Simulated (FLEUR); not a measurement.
# Energy of HfO$_{2}$ along an even scaling of the cell

System: HfO$_{2}$ (3 atoms in the cell).
Method: Kohn-Sham DFT of a periodic cell, r2SCAN, all-electron, no spin polarisation (FLEUR MaX-R8.1 (later development tree)).

The 5 runs differ only in the geometry, by an even scaling of the cell at fixed fractional positions. The structure derives from an entry of the Crystallography Open Database.

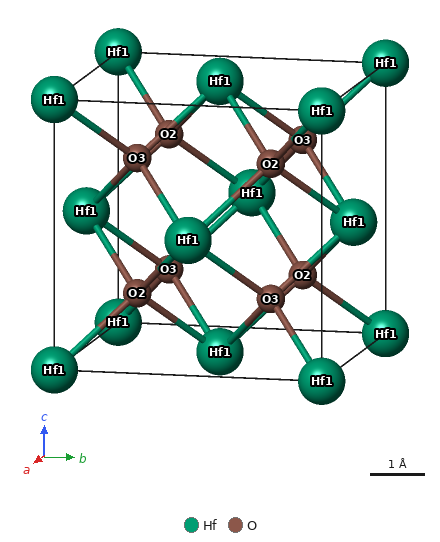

Figure 1. The structure of run 3 (ball-and-stick view of the cell 4 times as large as that of the calculation, set on its symmetry axes, seen slightly off an axis; atoms are numbered from 1 in the order of the input).

### Input of run 3
```
<?xml version="1.0" encoding="UTF-8" standalone="no"?>
<fleurInput fleurInputVersion="0.39">
   <comment>
      HfO2                                                                                                
   </comment>
   <calculationSetup>
      <cutoffs Kmax="5.0" Gmax="15.5" GmaxXC="15.5" numbands="0"/>
      <scfLoop itmax="60" minDistance="0.00001" maxIterBroyd="15" imix="Anderson" alpha="0.05" precondParam="0.0" spinf="2.0" sdNocoIR="T"/>
      <coreElectrons ctail="F" frcor="F" kcrel="0" coretail_lmax="0"/>
      <xcFunctional name="LibXC" relativisticCorrections="F">
         <LibXCName exchange="mgga_x_r2scan" correlation="mgga_c_r2scan"/>
         <AuxGGA exchange="117" correlation="130"/>
      </xcFunctional>
      <magnetism jspins="1"/>
      <soc l_soc="F" theta="0.0" phi="0.0" spav="F"/>
      <expertModes spex="0" secvar="F"/>
      <geometryOptimization l_f="F" forcealpha="1.0" forcemix="BFGS" epsdisp="0.00001" epsforce="0.00001"/>
      <ldaU l_linMix="F" mixParam="0.05" spinf="1.0"/>
   </calculationSetup>
   <cell>
      <bzIntegration valenceElectrons="38.0" mode="hist" fermiSmearingEnergy="0.00183747">
         <kPointListSelection listName="default-1"/>
         <!-- k-points included here -->
         <xi:include xmlns:xi="http://www.w3.org/2001/XInclude" href="kpts.xml"> </xi:include>
      </bzIntegration>
      <!-- symmetry operations included here -->
      <xi:include xmlns:xi="http://www.w3.org/2001/XInclude" href="sym.xml"> </xi:include>
      <bulkLattice scale="1.0000000000">
         <bravaisMatrix>
            <row-1>    0.0000000000000000     4.8329745636645001     4.8329745636645001</row-1>
            <row-2>    4.8329745636645001     0.0000000000000000     4.8329745636645001</row-2>
            <row-3>    4.8329745636645001     4.8329745636645001     0.0000000000000000</row-3>
         </bravaisMatrix>
      </bulkLattice>
   </cell>
   <atomSpecies>
      <species name="Hafnium (Hf)" element="Hf" atomicNumber="72">
         <mtSphere radius="2.32" gridPoints="791" logIncrement="0.017"/>
         <atomicCutoffs lmax="10" lnonsphr="8"/>
         <electronConfig flipSpins="F">
            <coreConfig>(1s1/2) (2s1/2) (2p1/2) (2p3/2) (3s1/2) (3p1/2) (3p3/2) (4s1/2) (3d3/2) (3d5/2) (4p1/2) (4p3/2) (4d3/2) (4d5/2)</coreConfig>
            <valenceConfig>(5s1/2) (5p1/2) (5p3/2) (6s1/2) (4f5/2) (4f7/2) (5d3/2) (5d5/2)</valenceConfig>
            <stateOccupation state="(5d3/2)" spinUp="0.400000" spinDown="0.400000"/>
            <stateOccupation state="(5d5/2)" spinUp="0.600000" spinDown="0.600000"/>
         </electronConfig>
         <energyParameters s="6" p="6" d="5" f="4"/>
         <lo type="SCLO" l="0" n="5" eDeriv="0"/>
         <lo type="SCLO" l="1" n="5" eDeriv="0"/>
         <lo type="SCLO" l="2" n="5" eDeriv="2"/>
         <lo type="SCLO" l="3" n="4" eDeriv="2"/>
      </species>
      <species name="Oxygen (O)" element="O" atomicNumber="8">
         <mtSphere radius="1.44" gridPoints="489" logIncrement="0.022"/>
         <atomicCutoffs lmax="8" lnonsphr="6"/>
         <electronConfig flipSpins="F">
            <coreConfig>(1s1/2)</coreConfig>
            <valenceConfig>(2s1/2) (2p1/2) (2p3/2)</valenceConfig>
            <stateOccupation state="(2p1/2)" spinUp="0.666667" spinDown="0.666667"/>
            <stateOccupation state="(2p3/2)" spinUp="1.333333" spinDown="1.333333"/>
         </electronConfig>
         <energyParameters s="2" p="2" d="3" f="4"/>
         <lo type="SCLO" l="0" n="2" eDeriv="2"/>
         <lo type="SCLO" l="1" n="2" eDeriv="2"/>
         <lo type="SCLO" l="2" n="3" eDeriv="2"/>
      </species>
   </atomSpecies>
   <atomGroups>
      <atomGroup species="Hafnium (Hf)">
         <relPos label="                   1">.0000000000 .0000000000 .0000000000</relPos>
         <force calculate="T" relaxXYZ="TTT"/>
      </atomGroup>
      <atomGroup species="Oxygen (O)">
         <relPos label="                   2">-1.000/4.000 -1.000/4.000 -1.000/4.000</relPos>
         <relPos label="                   3">1.000/4.000 1.000/4.000 1.000/4.000</relPos>
         <force calculate="T" relaxXYZ="TTT"/>
      </atomGroup>
   </atomGroups>
   <output dos="F" band="F" slice="F">
      <checks vchk="F" cdinf="F"/>
      <bandDOS minEnergy="-.5*Htr" maxEnergy="0.5*Htr" sigma="0.015" storeEVData="T"/>
      <vacuumDOS vacdos="F" integ="F" star="F" nstars="0" locx1="0.0" locy1="0.0" locx2="0.0" locy2="0.0" nstm="0" tworkf="0.0"/>
      <unfoldingBand unfoldBand="F" supercellX="1" supercellY="1" supercellZ="1"/>
      <plotting iplot="0" polar="F">
         <plot TwoD="T" vec1="  1.0  0.0  0.0" vec2="  0.0  1.0  0.0" vec3="  0.0  0.0  1.0" zero="  0.0  0.0  0.0" file="plot"/>
      </plotting>
      <chargeDensitySlicing numkpt="0" minEigenval="0.0" maxEigenval="0.0" nnne="0" pallst="F"/>
      <specialOutput eonly="F"/>
      <moessbauerParams electricFieldGradient="T" isomerShift="T" coreHyperfine="T" valenceHyperfine="T"/>
      <magneticCircularDichroism mcd="F" energyLo="-10.0" energyUp="0.0"/>
   </output>
  <!-- We include the file relax.xml here to enable relaxations (see documentation) -->
  <xi:include xmlns:xi="http://www.w3.org/2001/XInclude" href="relax.xml"> <xi:fallback/> </xi:include>
</fleurInput>
```

Command:
```bash
inpgen -f crystal.txt -profile fastHighL; fleur_MPI
```

Lattice vectors (Å) and fractional positions of run 3:
```
   0.000000    2.557500    2.557500
   2.557500    0.000000    2.557500
   2.557500    2.557500    0.000000
Hf  0.000000  0.000000  0.000000
O   0.750000  0.750000  0.750000
O   0.250000  0.250000  0.250000
```

Run 2 has the same physical settings and fractional positions; its lattice vectors (Å) are:
```
   0.000000    2.522935    2.522935
   2.522935    0.000000    2.522935
   2.522935    2.522935    0.000000
```

### Results, with one run withheld

```csv
run,volume per atom (Å³),"free energy per atom, from the lowest run given (meV)",gap on the mesh (eV)
1,10.483,0.00,4.49
2,10.706,?,?
3,11.152,2.77,4.31
4,11.598,38.75,4.19
5,11.821,64.86,4.14
```

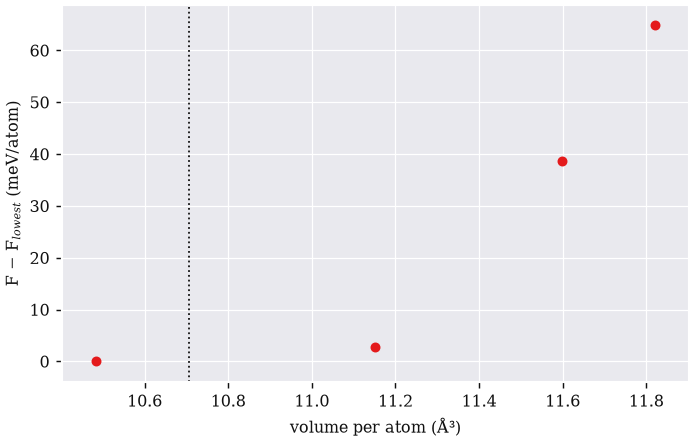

Figure 2. Free energy per atom of the runs given; the dotted line marks run 2.

Fit the runs given and predict run 2.

A quadratic polynomial in V^(−2/3) (the Birch–Murnaghan form), fitted to the 4 runs given, misses them by at most 0.07 meV per atom. With x = V^(−2/3) − 0.19925 Å⁻², it reads F = 8.2032 − 5487.2 x + 4.8564e+05 x² (meV per atom). At run 2 it gives −6.84 meV per atom, and the run itself gives −6.93. The fit has its minimum at 10.782 Å³ per atom, where V d²F/dV² gives 269 GPa: the bulk modulus at this level, since symmetry fixes the shape and the positions. The gap on the mesh goes, without turning, from 4.49 eV in run 1 to 4.14 eV in run 5; run 2 has 4.43 eV. These are gaps of this functional on this mesh, which can miss the band edges; they aren't the measured gap.

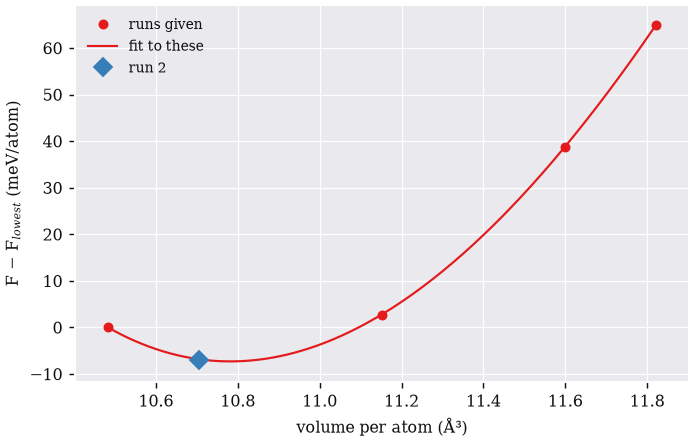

Figure 3. The fit and the withheld run.

### End of the output (run 2)
```
[...]
The functional 'Perdew, Burke & Ernzerhof' is a correlation functional, it belongs to the 'GGA' family and is defined in the reference(s):
[1] J. P. Perdew, K. Burke, and M. Ernzerhof.,  Phys. Rev. Lett. 77, 3865 (1996)
[2] J. P. Perdew, K. Burke, and M. Ernzerhof.,  Phys. Rev. Lett. 78, 1396 (1997)
 Using same functional for VXC and EXC

 Iteration:    20   Distance:       0.00008682 me/bohr^3
The functional 'Hammer, Hansen, and Norskov' is an exchange functional, it belongs to the 'GGA' family and is defined in the reference(s):
[1] B. Hammer, L. B. Hansen, and J. K. Nørskov.,  Phys. Rev. B 59, 7413 (1999)
The functional 'Perdew, Burke & Ernzerhof' is a correlation functional, it belongs to the 'GGA' family and is defined in the reference(s):
[1] J. P. Perdew, K. Burke, and M. Ernzerhof.,  Phys. Rev. Lett. 77, 3865 (1996)
[2] J. P. Perdew, K. Burke, and M. Ernzerhof.,  Phys. Rev. Lett. 78, 1396 (1997)
 Using same functional for VXC and EXC

 Iteration:    21   Distance:       0.00003716 me/bohr^3
The functional 'Hammer, Hansen, and Norskov' is an exchange functional, it belongs to the 'GGA' family and is defined in the reference(s):
[1] B. Hammer, L. B. Hansen, and J. K. Nørskov.,  Phys. Rev. B 59, 7413 (1999)
The functional 'Perdew, Burke & Ernzerhof' is a correlation functional, it belongs to the 'GGA' family and is defined in the reference(s):
[1] J. P. Perdew, K. Burke, and M. Ernzerhof.,  Phys. Rev. Lett. 77, 3865 (1996)
[2] J. P. Perdew, K. Burke, and M. Ernzerhof.,  Phys. Rev. Lett. 78, 1396 (1997)
 Using same functional for VXC and EXC

 Iteration:    22   Distance:       0.00002031 me/bohr^3
The functional 'Hammer, Hansen, and Norskov' is an exchange functional, it belongs to the 'GGA' family and is defined in the reference(s):
[1] B. Hammer, L. B. Hansen, and J. K. Nørskov.,  Phys. Rev. B 59, 7413 (1999)
The functional 'Perdew, Burke & Ernzerhof' is a correlation functional, it belongs to the 'GGA' family and is defined in the reference(s):
[1] J. P. Perdew, K. Burke, and M. Ernzerhof.,  Phys. Rev. Lett. 77, 3865 (1996)
[2] J. P. Perdew, K. Burke, and M. Ernzerhof.,  Phys. Rev. Lett. 78, 1396 (1997)
 Using same functional for VXC and EXC

 Iteration:    23   Distance:       0.00000202 me/bohr^3

 ********************************************************************
 Run finished successfully
 Stop message:
   all done
 ********************************************************************
```

Notes: Spin–orbit coupling is left out, which matters for Hf.
